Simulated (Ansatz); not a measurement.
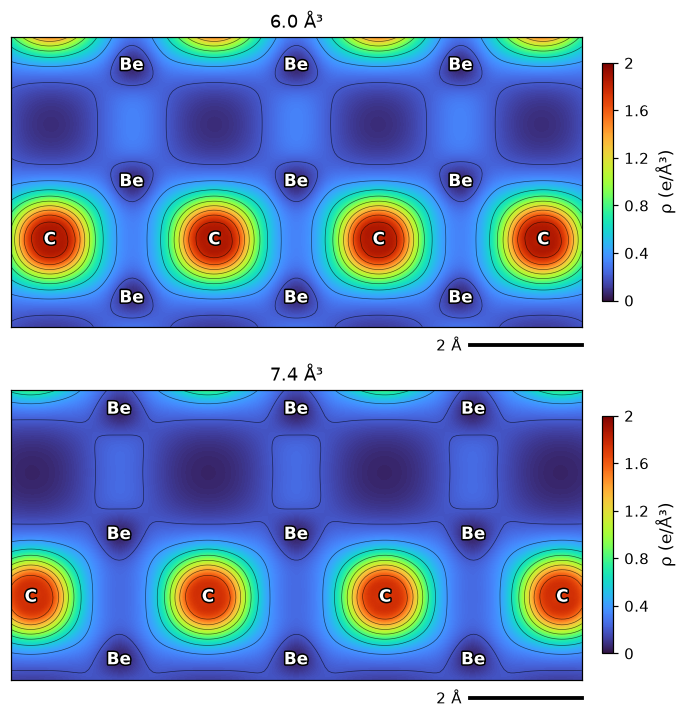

Be₂C. The valence pseudo-density of cells scaled evenly to different volumes (given per atom above each panel), on the (101̄) plane of each (indices in the axes of the cell below), at one length scale and on one colour scale.

Computed with Ansatz 0.2.0, DFT PBE, scalar-relativistic, plane waves, PAW.

The largest cell:

```cif
data_structure
_symmetry_space_group_name_H-M 'P 1'
_symmetry_Int_Tables_number 1
_cell_length_a 3.1595
_cell_length_b 3.1595
_cell_length_c 3.1595
_cell_angle_alpha 60.000
_cell_angle_beta 60.000
_cell_angle_gamma 60.000
_cell_volume 22.30
loop_
_atom_site_label
_atom_site_type_symbol
_atom_site_fract_x
_atom_site_fract_y
_atom_site_fract_z
_atom_site_occupancy
Be1 Be 0.25000 0.25000 0.25000 1
Be2 Be 0.75000 0.75000 0.75000 1
C1 C 0.00000 0.00000 0.00000 1
```

| volume (Å³/atom) | Be–C contact in the plane (Å) | ρ at its midpoint (e/Å³) | pressure (GPa) | gap on the mesh (eV) | 
| --- | --- | --- | --- | --- |
| 5.95 | 1.796 | 0.715 | 32.2 | 1.22 | 
| 6.15 | 1.816 | ? | ? | ? | 
| 7.43 | 1.935 | 0.562 | −16.3 | 1.12 | 

What values belong in the row with question marks?

Over the known rows ln ρ falls by 1.73 per Å of Be–C distance (the line through the two), which gives 0.691 e/Å³ at 1.816 Å; the calculation gives 0.690 e/Å³. For the pressure, a straight line in volume between the neighbouring rows gives 25.6 GPa; the calculation gives 22.4, lower because pressure rises ever faster on compression. For the gap on the mesh, a straight line in volume between the neighbouring rows gives 1.21 eV; the calculation gives 1.21.
